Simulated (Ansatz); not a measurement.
# Fe: single-point calculation (part 1 of 2)

- system: Fe (slab, 6 atoms in the cell)
- method: DFT PBE, scalar-relativistic, plane waves, PAW, spin-polarised (Ansatz 0.2.0)

The structure derives from a Materials Project entry. It belongs to a series of runs on one base structure; here: (1 1 0) slab cut from the bulk. Figures and captions count atoms from 1; the log counts them from 0 in places.

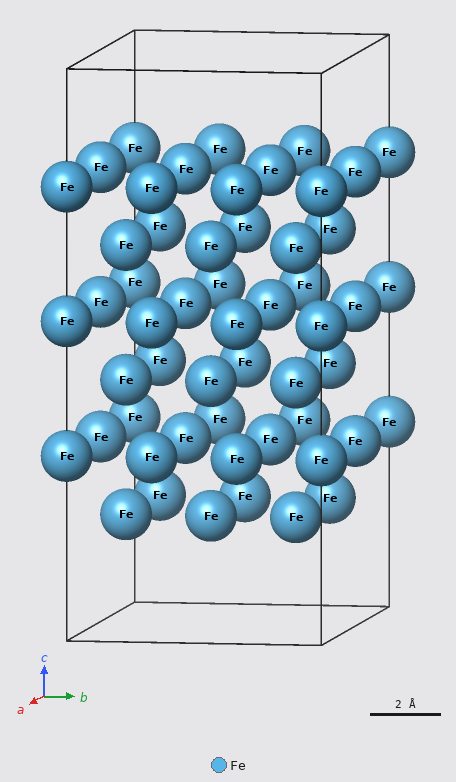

Fig. 1: The structure as given in the input (spheres-only view of the 2 × 3 repeat of the cell, with the vacuum cut short, seen slightly off an axis).

The input:
```yaml
crystal:
  lattice:
    - [2.4524884894, 0.0, 0.0]
    - [-0.8174961631, 2.3122283222, 0.0]
    - [0.0, 0.0, 25.0122423317]
  atoms:
    - { symbol: Fe, position: [0.5, 0.5, 0.2998531639], spin: 2.44 }
    - { symbol: Fe, position: [0.0, 0.0, 0.3799118984], spin: 2.44 }
    - { symbol: Fe, position: [0.5, 0.5, 0.4599706328], spin: 2.44 }
    - { symbol: Fe, position: [0.0, 0.0, 0.5400293672], spin: 2.44 }
    - { symbol: Fe, position: [0.5, 0.5, 0.6200881016], spin: 2.44 }
    - { symbol: Fe, position: [0.0, 0.0, 0.7001468361], spin: 2.44 }
basis:
  ecutwfc: 420
kpoints:
  mp_grid: { grid: [15, 15, 1] }
hamiltonian:
  xc: pbe
scf:
  occupations: { method: gaussian, width: 0.1 }
output:
  forces: true
  stress: true
  eigenvalues: true
  populations: true
  write_density: true
  write_potential: true
  elf: true
  volumetric_format: npy
magnetization:
  spin_polarized: true
efield:
  axis: 3
  dipole_correction: true
  ramp_width: 0.04
```

Machine: 4 threads of Intel Xeon (Sapphire Rapids), 192 GiB of memory available, shared host.

Run as:
```bash
ansatz run input.yaml --threads 4 --pin off --max-ram 8192MiB --backend cpu --events-out ev --progress --plain --runs-dir out
```

Log:
```
Engine: ansatz 0.2.0, x86_64-unknown-linux-gnu
Pseudopotentials: kind: paw
Pseudopotential: Fe, paw, valence charge 16, recommended cutoff 420 eV (normal), Fe.paw.azcp
Functional definition: PBE
  parameter kappa = 0.804
  parameter beta = 0.06672455060314922
  exchange = pbe_x(kappa = kappa, mu = beta*pi^2/3)
  correlation = pbe_c(beta = beta)
Crystal: 6 atoms, lattice volume = 141.837 Å³
Basis set: ecut = 420 eV, 2753 PW (Γ), exchange–correlation on 36×36×360 points (8 copies of the dense FFT grid, shifted against one another)
Bands: 67, of which v1, the nominal top of the filled ones, is band 48 counted from 1 (47 counted from 0)
Symmetry: 4 space group operations
k-points: 64 of 225
Non-local potential: Fe, projectors of the file, l = 0: 3, l = 1: 2, l = 2: 3, l = 3: 1
PAW form: soft (Blöchl's): semilocal exchange-correlation on the pseudo side does not see the compensation charge
PAW one-centre angular grid: Fe, 590 points (default); XC on 64 Gauss nodes
Initial density: superposition of atomic densities (neutral atoms: chi_scale 0, normalization atom)
Starting moments: Σ|m| = 14.64 μB on 6 of 6 sites
Initial wavefunctions: pseudopotential atomic-orbital guess
Functional: x = pbe(κ = 0.804, μ = 0.2195149727645171), c = pbe(β = 0.06672455060314922)
SCF iter   1: F=—  HF=-26880.472143 eV  |F-HF|=—  |Δ(HF+E_count)|=         —  Δρ=5.45e-2 (↑3.41e-2 ↓5.45e-2)  dr2=1.49e1  dr2_m=9.72e-1  M=13.747 μB ∫|m|=13.889 μB  β_m=1.00  ethr=3.10e-3  p=0.000 e·Å  D=1.68e-13 V/Å  ΔV_dip=-0.00 eV  dr2_dipole=1.00e-7  V_vac-E_F(+/−)=7.74/7.74 eV  ⟨swp⟩=9.3  Hψ=41932  notcnv=0  defer=155
Mixer restart at iter 1: flushing history
efield: sawtooth ramp at fractional position 0.9800 (placed from the atoms, in the widest stretch of the axis that holds none; the zero of the levels goes with the place), width 0.0400; the density the first Hamiltonian is built on has a dipole p = 0.000 e·Å; the dipole correction subtracts the counter field D = 1.68e-13 V/Å, which shifts the + side's vacuum level by -0.00 eV against the − side's; the planar-averaged density in the ramp window peaks in size at 6.9e-6 e/Å³
preconditioner: auto → LDOS  [metal: Δε(μ)=0.007 eV  Ē_g=7.032 eV  σ=0.100 eV  W_gap=0.04  n_scr=20 (ndim 8)  ℏωp=21.6 eV  f_vac=0.464  D(μ)=7.16/eV (n_scr^D=68)]
spin=Collinear: LDOS preconditioning applied to the charge; magnetization (m = ρ↑ − ρ↓) channel mixes plain (no charge-response kernel on spin).
SCF iter   2: F=—  HF=-26877.907875 eV  |F-HF|=—  |Δ(HF+E_count)|=    2.56e0  Δρ=1.92e-2 (↑1.92e-2 ↓1.29e-2)  dr2=1.55e0  dr2_m=2.42e-1  M=14.044 μB ∫|m|=14.488 μB  β_m=0.32  ethr=3.10e-3  p=0.000 e·Å  D=2.23e-4 V/Å  ΔV_dip=-0.01 eV  dr2_dipole=2.50e-4  V_vac-E_F(+/−)=6.51/6.51 eV  ⟨swp⟩=3.4  Hψ=19018  notcnv=0  defer=764
density mixer auto → msr1: a metal under ldos (density of states about μ 2.83 of a free-electron gas's, 20 screened modes)
SCF iter   3: F=—  HF=-26879.394953 eV  |F-HF|=—  |Δ(HF+E_count)|=    1.49e0  Δρ=9.92e-3 (↑9.92e-3 ↓7.66e-3)  dr2=1.63e-1  dr2_m=7.67e-2  M=13.818 μB ∫|m|=14.353 μB  β_m=0.45  ethr=1.62e-3  p=0.000 e·Å  D=8.90e-5 V/Å  ΔV_dip=-0.00 eV  dr2_dipole=1.00e-4  V_vac-E_F(+/−)=5.79/5.79 eV  ⟨swp⟩=2.8  Hψ=12981  notcnv=0  defer=770
SCF iter   4: F=—  HF=-26880.710474 eV  |F-HF|=—  |Δ(HF+E_count)|=    1.32e0  Δρ=7.43e-3 (↑7.43e-3 ↓4.57e-3)  dr2=1.25e-1  dr2_m=3.16e-2  M=13.832 μB ∫|m|=14.426 μB  β_m=0.59  ethr=1.70e-4  p=-0.000 e·Å  D=-1.81e-4 V/Å  ΔV_dip=0.00 eV  dr2_dipole=3.18e-4  V_vac-E_F(+/−)=5.17/5.17 eV  ⟨swp⟩=3.4  Hψ=18922  notcnv=0  defer=772
SCF iter   5: F=—  HF=-26881.115793 eV  |F-HF|=—  |Δ(HF+E_count)|=   4.05e-1  Δρ=4.59e-3 (↑4.59e-3 ↓1.90e-3)  dr2=1.62e-2  dr2_m=1.15e-2  M=13.919 μB ∫|m|=14.514 μB  β_m=0.77  ethr=1.30e-4  p=0.000 e·Å  D=7.00e-5 V/Å  ΔV_dip=-0.00 eV  dr2_dipole=1.80e-5  V_vac-E_F(+/−)=4.98/4.99 eV  ⟨swp⟩=2.5  Hψ=15415  notcnv=0  defer=777
SCF iter   6: F=—  HF=-26881.160517 eV  |F-HF|=—  |Δ(HF+E_count)|=   4.47e-2  Δρ=3.50e-3 (↑3.50e-3 ↓9.02e-4)  dr2=1.93e-2  dr2_m=4.12e-3  M=13.953 μB ∫|m|=14.569 μB  β_m=0.76  ethr=1.69e-5  p=-0.000 e·Å  D=-2.67e-4 V/Å  ΔV_dip=0.01 eV  dr2_dipole=3.50e-4  V_vac-E_F(+/−)=4.89/4.89 eV  ⟨swp⟩=2.8  Hψ=18083  notcnv=0  defer=787
SCF iter   7: F=—  HF=-26881.159341 eV  |F-HF|=—  |Δ(HF+E_count)|=   1.18e-3  Δρ=1.56e-3 (↑1.56e-3 ↓4.72e-4)  dr2=6.49e-3  dr2_m=6.28e-4  M=13.949 μB ∫|m|=14.578 μB  β_m=0.61  ethr=1.69e-5  p=0.000 e·Å  D=1.64e-4 V/Å  ΔV_dip=-0.00 eV  dr2_dipole=7.35e-5  V_vac-E_F(+/−)=4.80/4.80 eV  ⟨swp⟩=2.2  Hψ=14545  notcnv=0  defer=785
SCF iter   8: F=—  HF=-26881.157808 eV  |F-HF|=—  |Δ(HF+E_count)|=   1.53e-3  Δρ=4.01e-4 (↑4.01e-4 ↓1.46e-4)  dr2=2.60e-4  dr2_m=5.41e-5  M=13.928 μB ∫|m|=14.561 μB  β_m=0.62  ethr=6.76e-6  p=0.000 e·Å  D=2.44e-5 V/Å  ΔV_dip=-0.00 eV  dr2_dipole=3.22e-6  V_vac-E_F(+/−)=4.77/4.77 eV  ⟨swp⟩=2.4  Hψ=12989  notcnv=0  defer=787
SCF iter   9: F=—  HF=-26881.158006 eV  |F-HF|=—  |Δ(HF+E_count)|=   1.98e-4  Δρ=1.23e-4 (↑1.23e-4 ↓1.01e-4)  dr2=3.05e-5  dr2_m=1.02e-5  M=13.927 μB ∫|m|=14.559 μB  β_m=0.62  ethr=2.71e-7  p=0.000 e·Å  D=4.96e-6 V/Å  ΔV_dip=-0.00 eV  dr2_dipole=2.20e-6  V_vac-E_F(+/−)=4.78/4.78 eV  ⟨swp⟩=2.8  Hψ=13505  notcnv=0  defer=786
SCF iter  10: F=—  HF=-26881.158003 eV  |F-HF|=—  |Δ(HF+E_count)|=   2.93e-6  Δρ=8.90e-5 (↑8.90e-5 ↓4.73e-5)  dr2=1.44e-5  dr2_m=3.13e-6  M=13.926 μB ∫|m|=14.559 μB  β_m=0.58  ethr=3.18e-8  p=0.000 e·Å  D=7.93e-6 V/Å  ΔV_dip=-0.00 eV  dr2_dipole=7.39e-7  V_vac-E_F(+/−)=4.77/4.77 eV  ⟨swp⟩=2.9  Hψ=14721  notcnv=0  defer=787
SCF iter  11: F=—  HF=-26881.158006 eV  |F-HF|=—  |Δ(HF+E_count)|=   3.58e-6  Δρ=3.87e-5 (↑3.87e-5 ↓1.98e-5)  dr2=1.42e-6  dr2_m=8.27e-7  M=13.927 μB ∫|m|=14.560 μB  β_m=0.61  ethr=1.50e-8  p=0.000 e·Å  D=9.05e-6 V/Å  ΔV_dip=-0.00 eV  dr2_dipole=8.73e-8  V_vac-E_F(+/−)=4.77/4.77 eV  ⟨swp⟩=2.4  Hψ=12935  notcnv=0  defer=787
SCF iter  12: F=—  HF=-26881.158008 eV  |F-HF|=—  |Δ(HF+E_count)|=   1.15e-6  Δρ=1.62e-5 (↑1.62e-5 ↓7.94e-6)  dr2=6.91e-7  dr2_m=9.45e-8  M=13.927 μB ∫|m|=14.560 μB  β_m=0.55  ethr=1.48e-9  p=0.000 e·Å  D=1.85e-6 V/Å  ΔV_dip=-0.00 eV  dr2_dipole=4.32e-11  V_vac-E_F(+/−)=4.77/4.77 eV  ⟨swp⟩=3.0  Hψ=15824  notcnv=0  defer=787
SCF iter  13: F=—  HF=-26881.158008 eV  |F-HF|=—  |Δ(HF+E_count)|=   7.32e-8  Δρ=5.01e-6 (↑5.01e-6 ↓3.01e-6)  dr2=7.42e-8  dr2_m=9.16e-9  M=13.927 μB ∫|m|=14.560 μB  β_m=0.59  ethr=7.20e-10  p=0.000 e·Å  D=3.34e-6 V/Å  ΔV_dip=-0.00 eV  dr2_dipole=1.82e-8  V_vac-E_F(+/−)=4.77/4.77 eV  ⟨swp⟩=2.0  Hψ=11544  notcnv=0  defer=787
SCF iter  14: F=-26881.158008 eV  HF=-26881.158008 eV  |F-HF|=5.97e-9  |Δ(HF+E_count)|=   1.03e-7  Δρ=2.25e-6 (↑2.25e-6 ↓1.29e-6)  dr2=1.43e-8  dr2_m=1.71e-9  M=13.927 μB ∫|m|=14.560 μB  ethr=7.73e-11  p=0.000 e·Å  D=1.58e-6 V/Å  ΔV_dip=-0.00 eV  dr2_dipole=1.99e-9  V_vac-E_F(+/−)=4.77/4.77 eV  ⟨swp⟩=17.9  Hψ=75764  notcnv=0
SCF 1 converged in 14 iterations: F = -26881.158008 eV  dr2 = 1.43e-8
  greatest PAW one-centre occupation: 1.002 electrons in one spin orbital (limit 2), on the Fe atom at site 0 (counted from 0), in its partial waves of l = 1
```

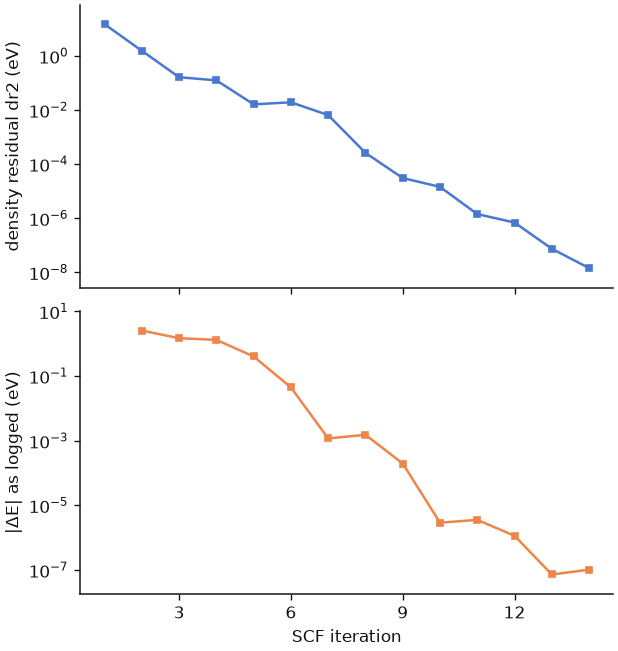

Fig. 2: Convergence of the self-consistent field: density residual dr2 and size of the energy change against the SCF iteration. The residual falls almost steadily, with no more than small rises.

```
WARN: The output density's exchange-correlation potential varies sharply where the density is thin. Do not read a vacuum level from v_tot or v_xc, or from such a field of the output density. On a cell that repeats whose density bears no net charge and no dipole along the vacuum's axis use v_es (v_loc + v_h of the components); under efield.dipole_correction with no amplitude use v_es + v_field, which holds any external_charges[].barrier, or the levels of the report's work_function block, which leave it out; under a non-zero efield.amplitude the vacuum is tilted and has no level; on a cell that repeats and bears such a dipole with no correction it is tilted too, and efield.dipole_correction with no amplitude gives each side of its ramp a level where efield: is served; in a cell that repeats whose density bears a net charge (total_charge, or a fill off its count) it is curved and has none; of a slab under crystal.periodic whose density bears no net charge use v_es, which has a level on each side, short of where the two are joined; of another it falls or rises all the way out and has none; of a slab beside external_charges read slab_vacuum_level instead, which it has where they leave it neutral. The grid or the basis barely resolves most such structure, and the values can differ between equally converged runs; as a rule a tighter scf.convergence.dr2_threshold does not remove it. Where the density itself ripples (under the LDA too) a higher basis.ecutwfc lessens it. The files hold the spikes' plane waves up to the density's cutoff. Files: v_tot_of_output_density and the like, and their columns of v_z.tsv (output.write_potential); v_xc_of_output_density and the like, and their columns of v_comp_z.tsv (output.write_potential_components). Measured: with its Gaussian average of σ = 0.25 Å subtracted twice, the exchange-correlation potential is over 0.1 eV at 112 of the grid points where the equally averaged density (valence and model cores) is under 1e-3 e/Å³, and 0.478 eV at the most among them, at an averaged density of 3.7e-8 e/Å³. The input density's (outcome.potential() and, of a run that writes arrays, v_tot and v_xc) is over 0.1 eV, so measured, at 60 points of its own thin density, 0.245 eV at the most. See output.write_potential in the manual, Limitations
SCF converged after 14 iterations
Magnetization: 13.9273 μB (54.9637 up, 41.0363 down)
Absolute magnetization: 14.5610 μB (∫|ρ↑−ρ↓|, with the PAW one-centre terms)
Spin contamination: 0.2478 ħ² per cell (⟨S²⟩ above its minimum at these occupations)
Per-site moments (μB) at R_I (Å): [(2.538134666153366, 1.0116515018786585), (2.287371673309104, 1.011651501619585), (2.194868983431307, 1.011651501619585), (2.1948697180561023, 1.011651501619585), (2.2873735604869254, 1.011651501619585), (2.5381381349059837, 1.0116515018786585)]
Free energy (F): -26881.158008 eV
Harris-Foulkes:  -26881.158008 eV  (|F-HF|=5.97e-9)
Internal energy: -26881.125960 eV  (E = F + TS)
E sigma→0 (E₀):  -26881.141984 eV
Entropy (-TS):   -0.032048 eV (-5.341 meV/atom)
Fermi energy:    6.556561 eV
Dipole field:    D = -0.000070 V/Å  (p = -0.000055 e·Å, saw-weighted, corrected)
Work function:   Φ+ = 4.7706 eV   Φ− = 4.7689 eV
Levels:          The Fermi level and band energies are counted from a zero that moves with the ramp; work functions are not
--- Per-component energies (eV) ---
  E_band       = -2415.442122
  E_kinetic    = 2099.452588
  E_local      = -181048.849992  (includes V_loc(G=0)·N_el)
  E_nonlocal   = 1318.183750
  E_hartree    = 88961.742488
  E_xc         = -703.987604
  E_vxc        = -906.231207  (∫ρ·V_xc dr)
  E_paw        = -8202.746605  (= ΣΔE_a)
  E_vpaw       = -1801.461583  (= ΣTr[D̂ρ^β])
  E_aug_tail   = 0.005460  (compensation charges beyond the density's cutoff)
  E_efield     = 0.000000  (sawtooth field / dipole correction)
  E_vefield    = 0.000000  (∫n·V_field dr)
  E_ewald      = 70695.073955
  E_smearing   = -0.032048  (= −TS)
  E_closure    = 0.000000  (closes the sum)
  Σ components = -26881.158008   (vs F -26881.158008, Δ=0.00e0)
```
